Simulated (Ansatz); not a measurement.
# Run report: P, geometry relaxation (part 3 of 3)

Continued. System: P (slab, 16 atoms in the cell). Method: DFT PBE+D3(BJ), scalar-relativistic, plane waves, PAW, no spin polarisation (Ansatz 0.2.0); cutoff 420 eV, 10×8×1 k-mesh, Gaussian smearing of 0.01 eV. The structure derives from an entry of the Crystallography Open Database.

Geometry of the input (Å; fractional positions):
```
3.3228  0.0000  0.0000
0.0000  4.1648  0.0000
0.0000  0.0000  60.9213
P  0.0000  0.5719  0.3567
P  0.5000  0.9281  0.3567
P  0.5000  0.0719  0.3923
P  0.0000  0.4281  0.3923
P  0.5000  0.5719  0.4404
P  0.0000  0.9281  0.4404
P  0.0000  0.0719  0.4760
P  0.5000  0.4281  0.4760
P  0.0000  0.5719  0.5240
P  0.5000  0.9281  0.5240
P  0.5000  0.0719  0.5596
P  0.0000  0.4281  0.5596
P  0.5000  0.5719  0.6077
P  0.0000  0.9281  0.6077
P  0.0000  0.0719  0.6433
P  0.5000  0.4281  0.6433
```

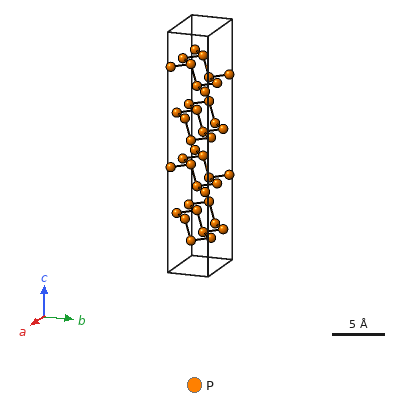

The geometry at step 6 of the log (ball-and-stick view of the 2 × 1 repeat of the cell, with the vacuum cut short, seen slightly off an axis).

## Output, continued
```
  k-point 29: bands = ["-16.9211", "-16.9211", "-16.9211", "-16.9211", "-16.8246", "-16.8246", "-16.8246", "-16.8246", "-14.8726", "-14.8726", "-14.8726", "-14.8726", "-14.7454", "-14.7454", "-14.7454", "-14.7454", "-10.6152", "-10.6152", "-10.6152", "-10.6152", "-10.3303", "-10.3303", "-10.3303", "-10.3303", "-9.9832", "-9.9832", "-9.9832", "-9.9832", "-9.7490", "-9.7490", "-9.7490", "-9.7490", "-6.7853", "-6.7853", "-6.7853", "-6.7853", "-6.5130", "-6.5130", "-6.5130", "-6.5130", "-2.7157", "-2.7157", "-2.7157", "-2.7157", "-2.3293", "-2.3293", "-2.3293", "-2.3293", "-0.0439", "-0.0439", "-0.0439", "-0.0439", "0.0587", "0.0587", "0.0587", "0.0587"]
--- Relaxed structure (9 steps of the walk, 8 accepted, 2 SCFs on fresh bases) ---
  F+E_penalty+E_count = -12096.05395112 eV   max|allowed force component| = 2.369e-4 eV/Å   (the final SCF, on the basis selected at the relaxed cell)
  cell:  # Å, volume = 853.5083 Å³
    - [3.3134352719163913, 0.0, 0.0]
    - [0.0, 4.228241989002997, 0.0]
    - [0.0, 0.0, 60.9213367965]
  atoms:
    - { symbol: P, position: [-6.821118107619046e-34, 0.5751652373276496, 0.3566733704354918] }
    - { symbol: P, position: [0.5, 0.9248347626723503, 0.3566733704354918] }
    - { symbol: P, position: [0.5, 0.0741597181957343, 0.39210366108460987] }
    - { symbol: P, position: [1.3414695805374773e-35, 0.42584028180426575, 0.39210366108460987] }
    - { symbol: P, position: [0.5, 0.574458179554591, 0.4403257833748586] }
    - { symbol: P, position: [6.413017024257223e-35, 0.9255418204454089, 0.4403257833748586] }
    - { symbol: P, position: [-3.7510206372244146e-34, 0.07432596907480313, 0.4758665402379896] }
    - { symbol: P, position: [0.5, 0.4256740309251968, 0.4758665402379896] }
    - { symbol: P, position: [-4.9011751467822855e-34, 0.5743259690748033, 0.5241334597620104] }
    - { symbol: P, position: [0.5, 0.9256740309251966, 0.5241334597620104] }
    - { symbol: P, position: [0.5, 0.07445817955459094, 0.5596742166251414] }
    - { symbol: P, position: [-2.257914052203397e-33, 0.425541820445409, 0.5596742166251414] }
    - { symbol: P, position: [0.5, 0.5741597181957344, 0.6078963389153903] }
    - { symbol: P, position: [-2.1842747305038506e-34, 0.9258402818042654, 0.6078963389153903] }
    - { symbol: P, position: [-6.821118107619046e-34, 0.07516523732764954, 0.6433266295645084] }
    - { symbol: P, position: [0.5, 0.4248347626723504, 0.6433266295645084] }
```

## Trajectory as extended XYZ (Å, eV, eV/Å), 11 frames, from step=1 to step=11
```
16
Lattice="3.3228 0.0000 0.0000 0.0000 4.1648 0.0000 0.0000 0.0000 60.9213" Properties=species:S:1:pos:R:3:forces:R:3 step=1 energy=-12096.04504
P     0.0000    2.3818   21.7303    0.0000   0.0886   0.0324
P     1.6614    3.8654   21.7303    0.0000  -0.0886   0.0324
P     1.6614    0.2994   23.8992    0.0000  -0.0117  -0.0301
P     0.0000    1.7830   23.8992    0.0000   0.0117  -0.0301
P     1.6614    2.3818   26.8276    0.0000   0.0332  -0.0247
P     0.0000    3.8654   26.8276    0.0000  -0.0332  -0.0247
P     0.0000    0.2994   28.9964    0.0000   0.0186   0.0221
P     1.6614    1.7830   28.9964    0.0000  -0.0186   0.0221
P     0.0000    2.3818   31.9249    0.0000   0.0186  -0.0221
P     1.6614    3.8654   31.9249    0.0000  -0.0186  -0.0221
P     1.6614    0.2994   34.0937    0.0000   0.0332   0.0247
P     0.0000    1.7830   34.0937    0.0000  -0.0332   0.0247
P     1.6614    2.3818   37.0222    0.0000  -0.0117   0.0301
P     0.0000    3.8654   37.0222    0.0000   0.0117   0.0301
P     0.0000    0.2994   39.1910    0.0000   0.0886  -0.0324
P     1.6614    1.7830   39.1910    0.0000  -0.0886  -0.0324
16
Lattice="3.3281 0.0000 0.0000 0.0000 4.1908 0.0000 0.0000 0.0000 60.9213" Properties=species:S:1:pos:R:3:forces:R:3 step=2 energy=-12096.04930
P     0.0000    2.4046   21.7452    0.0000   0.0151   0.0068
P     1.6640    3.8817   21.7452    0.0000  -0.0151   0.0068
P     1.6640    0.3061   23.9077    0.0000  -0.0110  -0.0212
P     0.0000    1.7893   23.9077    0.0000   0.0110  -0.0212
P     1.6640    2.4026   26.8162    0.0000   0.0003   0.0046
P     0.0000    3.8837   26.8162    0.0000  -0.0003   0.0046
P     0.0000    0.3067   28.9830    0.0000  -0.0012   0.0227
P     1.6640    1.7887   28.9830    0.0000   0.0012   0.0227
P     0.0000    2.4021   31.9384    0.0000  -0.0012  -0.0227
P     1.6640    3.8842   31.9384    0.0000   0.0012  -0.0227
P     1.6640    0.3071   34.1051    0.0000   0.0003  -0.0046
P     0.0000    1.7883   34.1051    0.0000  -0.0003  -0.0046
P     1.6640    2.4015   37.0136    0.0000  -0.0110   0.0212
P     0.0000    3.8847   37.0136    0.0000   0.0110   0.0212
P     0.0000    0.3092   39.1762    0.0000   0.0151  -0.0068
P     1.6640    1.7862   39.1762    0.0000  -0.0151  -0.0068
16
Lattice="3.3282 0.0000 0.0000 0.0000 4.2103 0.0000 0.0000 0.0000 60.9213" Properties=species:S:1:pos:R:3:forces:R:3 step=3 energy=-12096.04875 accepted=F
P     0.0000    2.4208   21.7339    0.0000  -0.0263  -0.0033
P     1.6641    3.8946   21.7339    0.0000   0.0263  -0.0033
P     1.6641    0.3104   23.8922    0.0000   0.0033   0.0165
P     0.0000    1.7948   23.8922    0.0000  -0.0033   0.0165
P     1.6641    2.4172   26.8492    0.0000  -0.0083  -0.0172
P     0.0000    3.8982   26.8492    0.0000   0.0083  -0.0172
P     0.0000    0.3114   29.0149    0.0000  -0.0080  -0.0263
P     1.6641    1.7938   29.0149    0.0000   0.0080  -0.0263
P     0.0000    2.4165   31.9065    0.0000  -0.0080   0.0263
P     1.6641    3.8989   31.9065    0.0000   0.0080   0.0263
P     1.6641    0.3121   34.0721    0.0000  -0.0083   0.0172
P     0.0000    1.7931   34.0721    0.0000   0.0083   0.0172
P     1.6641    2.4155   37.0292    0.0000   0.0033  -0.0165
P     0.0000    3.8999   37.0292    0.0000  -0.0033  -0.0165
P     0.0000    0.3156   39.1874    0.0000  -0.0263   0.0033
P     1.6641    1.7895   39.1874    0.0000   0.0263   0.0033
16
Lattice="3.3208 0.0000 0.0000 0.0000 4.2081 0.0000 0.0000 0.0000 60.9213" Properties=species:S:1:pos:R:3:forces:R:3 step=4 energy=-12096.05225
P     0.0000    2.4170   21.7406    0.0000   0.0122   0.0000
P     1.6604    3.8952   21.7406    0.0000  -0.0122   0.0000
P     1.6604    0.3090   23.9010    0.0000   0.0058  -0.0083
P     0.0000    1.7950   23.9010    0.0000  -0.0058  -0.0083
P     1.6604    2.4144   26.8219    0.0000   0.0079   0.0023
P     0.0000    3.8978   26.8219    0.0000  -0.0079   0.0023
P     0.0000    0.3097   28.9880    0.0000   0.0091   0.0110
P     1.6604    1.7944   28.9880    0.0000  -0.0091   0.0110
P     0.0000    2.4138   31.9333    0.0000   0.0091  -0.0110
P     1.6604    3.8984   31.9333    0.0000  -0.0091  -0.0110
P     1.6604    0.3103   34.0995    0.0000   0.0079  -0.0023
P     0.0000    1.7938   34.0995    0.0000  -0.0079  -0.0023
P     1.6604    2.4131   37.0203    0.0000   0.0058   0.0083
P     0.0000    3.8991   37.0203    0.0000  -0.0058   0.0083
P     0.0000    0.3130   39.1807    0.0000   0.0122   0.0000
P     1.6604    1.7911   39.1807    0.0000  -0.0122   0.0000
16
Lattice="3.3141 0.0000 0.0000 0.0000 4.2252 0.0000 0.0000 0.0000 60.9213" Properties=species:S:1:pos:R:3:forces:R:3 step=5 energy=-12096.05326
P     0.0000    2.4298   21.7301    0.0000   0.0019  -0.0043
P     1.6571    3.9081   21.7301    0.0000  -0.0019  -0.0043
P     1.6571    0.3132   23.8882    0.0000  -0.0056   0.0040
P     0.0000    1.7994   23.8882    0.0000   0.0056   0.0040
P     1.6571    2.4269   26.8252    0.0000  -0.0022  -0.0047
P     0.0000    3.9109   26.8252    0.0000   0.0022  -0.0047
P     0.0000    0.3138   28.9899    0.0000  -0.0027   0.0058
P     1.6571    1.7989   28.9899    0.0000   0.0027   0.0058
P     0.0000    2.4264   31.9314    0.0000  -0.0027  -0.0058
P     1.6571    3.9115   31.9314    0.0000   0.0027  -0.0058
P     1.6571    0.3143   34.0962    0.0000  -0.0022   0.0047
P     0.0000    1.7983   34.0962    0.0000   0.0022   0.0047
P     1.6571    2.4258   37.0331    0.0000  -0.0056  -0.0040
P     0.0000    3.9121   37.0331    0.0000   0.0056  -0.0040
P     0.0000    0.3171   39.1912    0.0000   0.0019   0.0043
P     1.6571    1.7955   39.1912    0.0000  -0.0019   0.0043
16
Lattice="3.3135 0.0000 0.0000 0.0000 4.2273 0.0000 0.0000 0.0000 60.9213" Properties=species:S:1:pos:R:3:forces:R:3 step=6 energy=-12096.05326
P     0.0000    2.4313   21.7298    0.0000  -0.0017   0.0035
P     1.6567    3.9097   21.7298    0.0000   0.0017   0.0035
P     1.6567    0.3131   23.8888    0.0000   0.0043  -0.0041
P     0.0000    1.8005   23.8888    0.0000  -0.0043  -0.0041
P     1.6567    2.4282   26.8254    0.0000   0.0015   0.0038
P     0.0000    3.9128   26.8254    0.0000  -0.0015   0.0038
P     0.0000    0.3139   28.9912    0.0000   0.0017  -0.0040
P     1.6567    1.7997   28.9912    0.0000  -0.0017  -0.0040
P     0.0000    2.4276   31.9302    0.0000   0.0017   0.0040
P     1.6567    3.9134   31.9302    0.0000  -0.0017   0.0040
P     1.6567    0.3145   34.0960    0.0000   0.0015  -0.0038
P     0.0000    1.7991   34.0960    0.0000  -0.0015  -0.0038
P     1.6567    2.4268   37.0325    0.0000   0.0043   0.0041
P     0.0000    3.9142   37.0325    0.0000  -0.0043   0.0041
P     0.0000    0.3176   39.1916    0.0000  -0.0017  -0.0035
P     1.6567    1.7960   39.1916    0.0000   0.0017  -0.0035
16
Lattice="3.3138 0.0000 0.0000 0.0000 4.2268 0.0000 0.0000 0.0000 60.9213" Properties=species:S:1:pos:R:3:forces:R:3 step=7 energy=-12096.05327
P     0.0000    2.4309   21.7289    0.0000   0.0016  -0.0001
P     1.6569    3.9094   21.7289    0.0000  -0.0016  -0.0001
P     1.6569    0.3133   23.8874    0.0000  -0.0012   0.0002
P     0.0000    1.8001   23.8874    0.0000   0.0012   0.0002
P     1.6569    2.4279   26.8251    0.0000  -0.0002  -0.0003
P     0.0000    3.9123   26.8251    0.0000   0.0002  -0.0003
P     0.0000    0.3140   28.9904    0.0000  -0.0003   0.0002
P     1.6569    1.7994   28.9904    0.0000   0.0003   0.0002
P     0.0000    2.4274   31.9309    0.0000  -0.0003  -0.0002
P     1.6569    3.9129   31.9309    0.0000   0.0003  -0.0002
P     1.6569    0.3145   34.0962    0.0000  -0.0002   0.0003
P     0.0000    1.7989   34.0962    0.0000   0.0002   0.0003
P     1.6569    2.4267   37.0339    0.0000  -0.0012  -0.0002
P     0.0000    3.9135   37.0339    0.0000   0.0012  -0.0002
P     0.0000    0.3174   39.1925    0.0000   0.0016   0.0001
P     1.6569    1.7960   39.1925    0.0000  -0.0016   0.0001
16
Lattice="3.3138 0.0000 0.0000 0.0000 4.2268 0.0000 0.0000 0.0000 60.9213" Properties=species:S:1:pos:R:3:forces:R:3 step=8 energy=-12096.05395
P     0.0000    2.4309   21.7289    0.0000   0.0016  -0.0001
P     1.6569    3.9094   21.7289    0.0000  -0.0016  -0.0001
P     1.6569    0.3133   23.8874    0.0000  -0.0011   0.0002
P     0.0000    1.8001   23.8874    0.0000   0.0011   0.0002
P     1.6569    2.4279   26.8251    0.0000  -0.0002  -0.0002
P     0.0000    3.9123   26.8251    0.0000   0.0002  -0.0002
P     0.0000    0.3140   28.9904    0.0000  -0.0003   0.0002
P     1.6569    1.7994   28.9904    0.0000   0.0003   0.0002
P     0.0000    2.4274   31.9309    0.0000  -0.0003  -0.0002
P     1.6569    3.9129   31.9309    0.0000   0.0003  -0.0002
P     1.6569    0.3145   34.0962    0.0000  -0.0002   0.0002
P     0.0000    1.7989   34.0962    0.0000   0.0002   0.0002
P     1.6569    2.4267   37.0339    0.0000  -0.0011  -0.0002
P     0.0000    3.9135   37.0339    0.0000   0.0011  -0.0002
P     0.0000    0.3174   39.1925    0.0000   0.0016   0.0001
P     1.6569    1.7960   39.1925    0.0000  -0.0016   0.0001
16
Lattice="3.3136 0.0000 0.0000 0.0000 4.2286 0.0000 0.0000 0.0000 60.9213" Properties=species:S:1:pos:R:3:forces:R:3 step=9 energy=-12096.05394
P     0.0000    2.4323   21.7291    0.0000  -0.0019  -0.0004
P     1.6568    3.9106   21.7291    0.0000   0.0019  -0.0004
P     1.6568    0.3137   23.8875    0.0000  -0.0002   0.0002
P     0.0000    1.8006   23.8875    0.0000   0.0002   0.0002
P     1.6568    2.4292   26.8250    0.0000  -0.0011   0.0008
P     0.0000    3.9136   26.8250    0.0000   0.0011   0.0008
P     0.0000    0.3144   28.9902    0.0000  -0.0008  -0.0004
P     1.6568    1.7999   28.9902    0.0000   0.0008  -0.0004
P     0.0000    2.4287   31.9311    0.0000  -0.0008   0.0004
P     1.6568    3.9142   31.9311    0.0000   0.0008   0.0004
P     1.6568    0.3150   34.0963    0.0000  -0.0011  -0.0008
P     0.0000    1.7993   34.0963    0.0000   0.0011  -0.0008
P     1.6568    2.4279   37.0338    0.0000  -0.0002  -0.0002
P     0.0000    3.9149   37.0338    0.0000   0.0002  -0.0002
P     0.0000    0.3180   39.1922    0.0000  -0.0019   0.0004
P     1.6568    1.7963   39.1922    0.0000   0.0019   0.0004
16
Lattice="3.3134 0.0000 0.0000 0.0000 4.2282 0.0000 0.0000 0.0000 60.9213" Properties=species:S:1:pos:R:3:forces:R:3 step=10 energy=-12096.05394
P     0.0000    2.4319   21.7290    0.0000   0.0002   0.0001
P     1.6567    3.9104   21.7290    0.0000  -0.0002   0.0001
P     1.6567    0.3136   23.8875    0.0000  -0.0002  -0.0001
P     0.0000    1.8006   23.8875    0.0000   0.0002  -0.0001
P     1.6567    2.4289   26.8252    0.0000   0.0000   0.0000
P     0.0000    3.9134   26.8252    0.0000   0.0000   0.0000
P     0.0000    0.3143   28.9904    0.0000  -0.0002  -0.0001
P     1.6567    1.7999   28.9904    0.0000   0.0002  -0.0001
P     0.0000    2.4284   31.9309    0.0000  -0.0002   0.0001
P     1.6567    3.9140   31.9309    0.0000   0.0002   0.0001
P     1.6567    0.3148   34.0961    0.0000   0.0000   0.0000
P     0.0000    1.7993   34.0961    0.0000   0.0000   0.0000
P     1.6567    2.4277   37.0339    0.0000  -0.0002   0.0001
P     0.0000    3.9147   37.0339    0.0000   0.0002   0.0001
P     0.0000    0.3178   39.1923    0.0000   0.0002  -0.0001
P     1.6567    1.7963   39.1923    0.0000  -0.0002  -0.0001
16
Lattice="3.3134 0.0000 0.0000 0.0000 4.2282 0.0000 0.0000 0.0000 60.9213" Properties=species:S:1:pos:R:3:forces:R:3 step=11 energy=-12096.05395
P     0.0000    2.4319   21.7290    0.0000   0.0002   0.0001
P     1.6567    3.9104   21.7290    0.0000  -0.0002   0.0001
P     1.6567    0.3136   23.8875    0.0000  -0.0002  -0.0001
P     0.0000    1.8006   23.8875    0.0000   0.0002  -0.0001
P     1.6567    2.4289   26.8252    0.0000   0.0000   0.0000
P     0.0000    3.9134   26.8252    0.0000   0.0000   0.0000
P     0.0000    0.3143   28.9904    0.0000  -0.0002  -0.0001
P     1.6567    1.7999   28.9904    0.0000   0.0002  -0.0001
P     0.0000    2.4284   31.9309    0.0000  -0.0002   0.0001
P     1.6567    3.9140   31.9309    0.0000   0.0002   0.0001
P     1.6567    0.3148   34.0961    0.0000   0.0000   0.0000
P     0.0000    1.7993   34.0961    0.0000   0.0000   0.0000
P     1.6567    2.4277   37.0339    0.0000  -0.0002   0.0001
P     0.0000    3.9147   37.0339    0.0000   0.0002   0.0001
P     0.0000    0.3178   39.1923    0.0000   0.0002  -0.0001
P     1.6567    1.7963   39.1923    0.0000  -0.0002  -0.0001
```

## Key numbers

```tsv
quantity	value
outcome	converged
electrons treated	80
free energy	−12096.0540 eV
work function, top face	4.42 eV
work function, bottom face	4.42 eV
Fermi energy	−4.423 eV
gap on the k-point mesh	0.13 eV
final volume	853.51 Å³
work function (upper face)	4.42 eV
largest force (length of the vector) at the end	under 0.001 eV/Å
hardware	8 threads of Intel Xeon @ 2.50GHz (Skylake/Cascade Lake), 189 GiB of memory available, shared host
wall time	6.8 min (CPU time 51 min)
peak memory	3.2 GiB
```
